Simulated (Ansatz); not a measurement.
```xyz
16
Lattice="3.0160 0.0000 0.0000 0.0000 4.2145 0.0000 0.0000 0.0000 25.5560" Properties=species:S:1:pos:R:3 pbc="T T T"
Co    1.5080    2.1072    7.7215
O     1.5080    0.0000    7.4304
Co    0.0000    0.0000    8.7172
O     0.0000    2.1072    9.0637
Co    1.5080    2.1072   10.7233
O     1.5080    0.0000   10.3977
Co    0.0000    0.0000   11.7984
O     0.0000    2.1072   12.1332
Co    1.5080    2.1072   13.7576
O     1.5080    0.0000   13.4228
Co    0.0000    0.0000   14.8327
O     0.0000    2.1072   15.1583
Co    1.5080    2.1072   16.8388
O     1.5080    0.0000   16.4923
Co    0.0000    0.0000   17.8345
O     0.0000    2.1072   18.1256
```

The program warned that this state isn't the lowest known; spin-polarised.

Computed with DFT PBE, scalar-relativistic, plane waves, PAW in Ansatz 0.2.0.

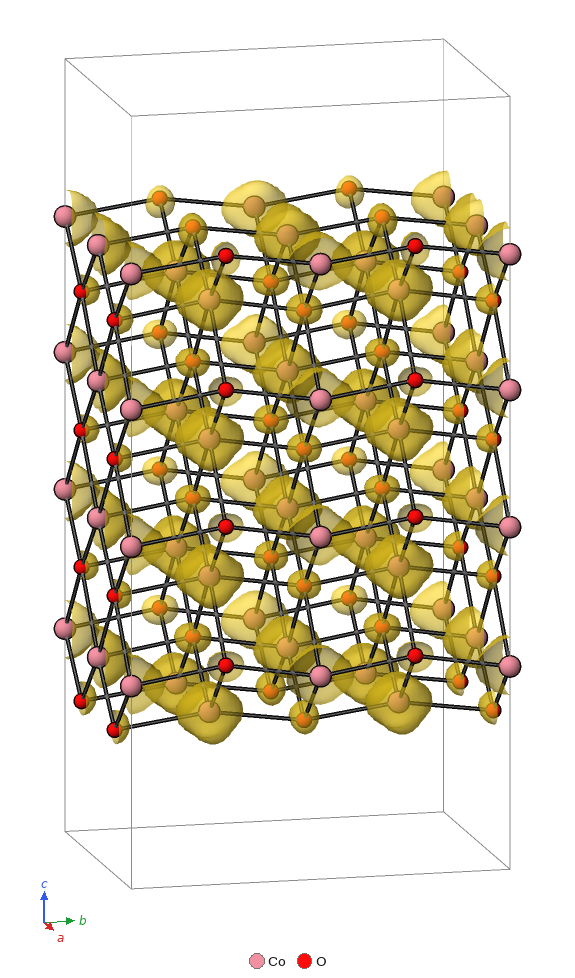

CoO (slab). Isosurfaces of the spin density (up minus down) at +0.4 (yellow) and −0.4 e/Å³ (cyan), seen slightly off an axis. Sticks mark near contacts.

In a PAW calculation such maps are meaningful between the atoms, not at the nuclei.

> Where is the spin, and how is it ordered?

The spin density sits on Co: +2.5 μB (×6) and +2.3 μB (×2) in one cell of 16 atoms, with smaller moments on other sites: O (up to +0.38 μB): parallel moments (a ferromagnetic arrangement) in this solution. The cell of the calculation (16 atoms) carries 23.9 μB of net spin moment. Only one sign reaches the isovalue.
